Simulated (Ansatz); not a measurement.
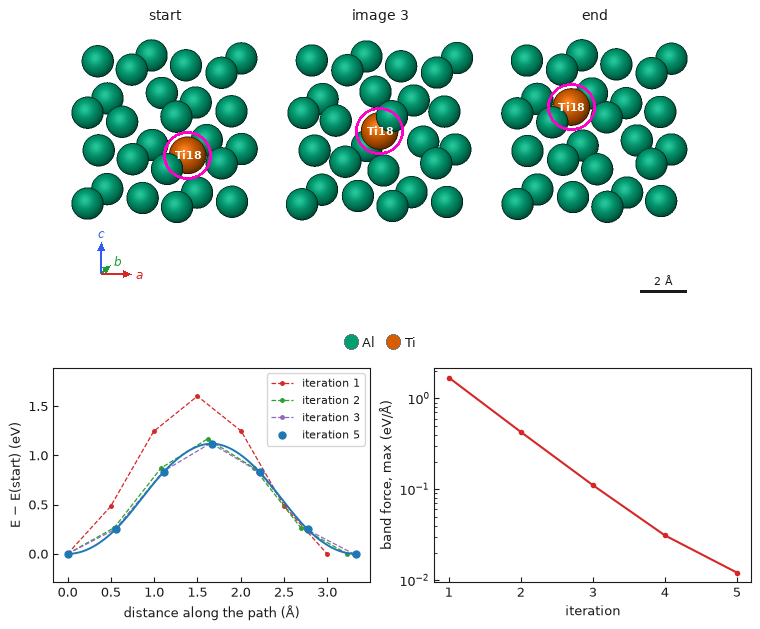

A nudged-elastic-band calculation for Al with an Al vacancy (31 atoms in the cell). Images are numbered from 0 (start) to 6 (end). The plot follows the band through its iterations. Style: spheres-only. Shown: the atoms within 5.1 Å of the middle of the path, from a free direction. The moving atom is ringed, with any periodic copies.

These are results of DFT PBE-D3(BJ), scalar-relativistic, plane waves, PAW (Ansatz), not measurements. Run with plane-wave cutoff 420 eV; k-point mesh 3 × 3 × 3; Fermi-Dirac smearing 0.15 eV; 5 movable images; climbing image; force threshold 0.03 eV/Å; iteration limit 19; starting path by image-dependent pair potential.

Question: How did the profile develop, and is the result final?

Answer: The run is converged, with reservations. The band converged in 5 iterations. The largest component of the band force went from 1.7 to 0.012 eV/Å. The climbing image converged on the top of the path. Its curvatures weren't checked. The first iteration put the highest image at 1.60 eV. The two ends have nearly the same energy, and the highest point, image 3, lies 1.12 eV above the start.

Limits of the set-up: the periodic images lie only 8.1 Å apart, so the values are limited by the cell's size.

The run took 14 min on 4 threads of Intel(R) Xeon(R) Platinum 8259CL CPU @ 2.50GHz (Skylake/Cascade Lake), on a shared host, peak memory 3.9 GiB.

PAW datasets: the set soft_1.
